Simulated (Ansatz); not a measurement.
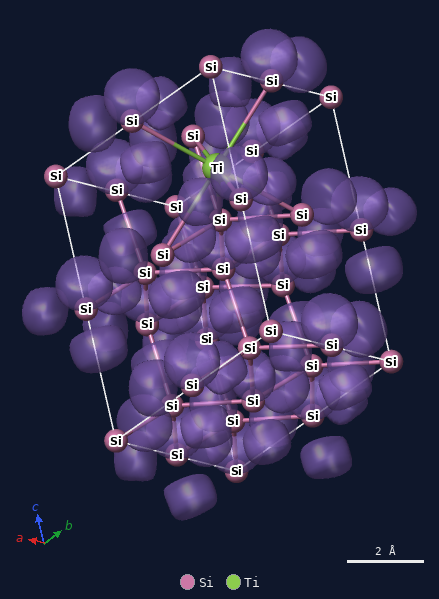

Figure. TiSi16 (cell with a defect). Isosurface of the ELF at 0.75 (purple), seen at an oblique angle. Core shells and regions of very low density are left out. Sticks mark near contacts.

Computed without spin polarisation; PAW files of the earlier set (soft_1).

Method: DFT PBE, scalar-relativistic, plane waves, PAW (Ansatz).

Core electrons are frozen (PAW), and the valence fields are smoothed inside the atomic spheres.

```
Si Ti
1.0
     0.00000    5.43000    5.43000
     5.43000    0.00000    5.43000
     5.43000    5.43000    0.00000
Si Ti
16 1
Direct
  0.99973 0.00097 0.99924
  0.12329 0.12414 0.12292
  0.00369 0.00380 0.49590
  0.12345 0.12410 0.62887
  0.00350 0.49714 0.00288
  0.12323 0.63053 0.12275
  0.00354 0.49711 0.49573
  0.13692 0.62150 0.62045
  0.49627 0.00398 0.00323
  0.62934 0.12413 0.12301
  0.49646 0.00377 0.49601
  0.62111 0.13688 0.62089
  0.49621 0.49713 0.00297
  0.62092 0.62178 0.13612
  0.50025 0.50007 0.49935
  0.62101 0.62140 0.62058
  0.75007 0.75032 0.74939
```

Question: Describe the localisation domains.

Answer: The surface consists of 32 regions between bonded Si–Si atoms, counted in one cell of 17 atoms. Any copies at cell faces, edges or corners count once.

Values along the shortest contacts:
Si–Si (2.28 Å): the ELF peaks at about 0.95 between the atoms. Ti–Si (2.42 Å): the ELF peaks at about 0.60 in the valence shell of Si, 0.9 Å from its nucleus, and is about 0.35 at the midpoint.

Question: Metal or insulator at this level of theory?

Answer: It is gapless in this calculation (a metal or semimetal).
